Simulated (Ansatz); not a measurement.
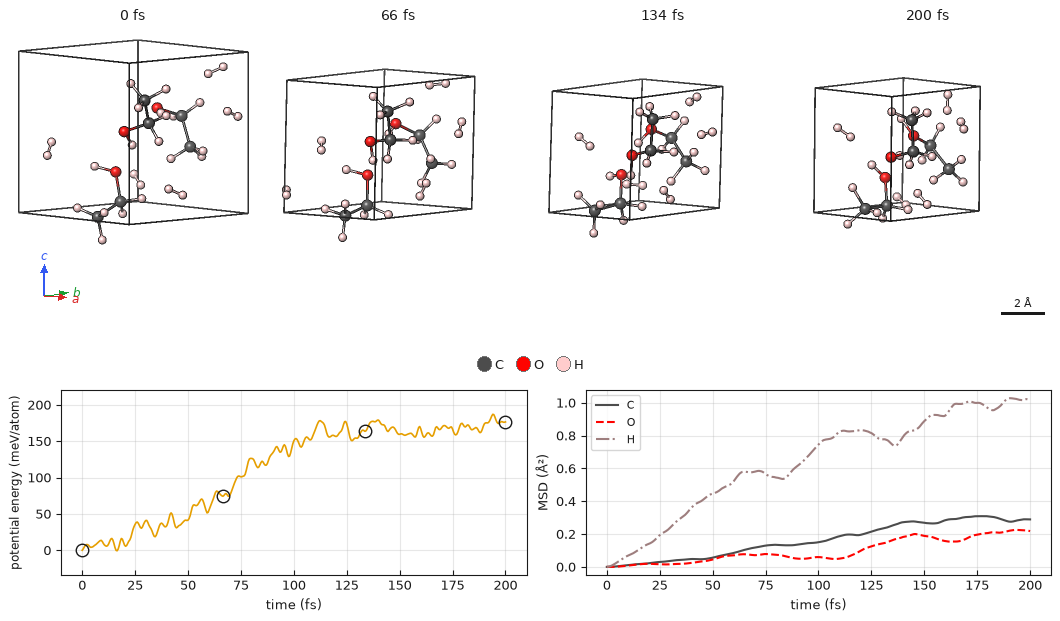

A Born-Oppenheimer molecular dynamics run of a periodic cell with 3 CH3CH2OH + 5 H2 at 0.558 g/cm³, 200 fs long. It starts from the last geometry of an earlier run, with fresh velocities. Frames and the history of the run. The picture is a ball-and-stick view of the simulation cell, seen from a free direction. Atoms that leave the cell re-enter on the other side.

Theory: DFT PBE, scalar-relativistic, plane waves, PAW (Ansatz). Settings: plane-wave cutoff 420 eV; k-point mesh 1 × 1 × 1; Fermi-Dirac smearing 0.05 eV; low-accuracy preset; Langevin thermostat and barostat (NPT); set temperature 700 K; time step 0.5 fs; friction 0.05 per fs; target pressure 20 GPa.

> Describe the run.

Root-mean-square distances from the starting positions over the second half, with the common drift of all atoms taken out: H 0.94 Å, C 0.51 Å, O 0.40 Å. The heavy atoms stay within a fraction of a molecule's size of their starting places, while the hydrogen atoms travel further, as molecules turn; so short a run doesn't tell a liquid from a solid. The mean temperature in the second half is 714 K (standard deviation 96 K). The potential energy in the second half lies on average 165 meV per atom above the first frame. The mean pressure there is 19.4 GPa. The volume ends −57.1 % from the start.

Limits of the set-up: the program's low-accuracy preset was used; the periodic images lie only 7.6 Å apart, so the values are limited by the cell's size.
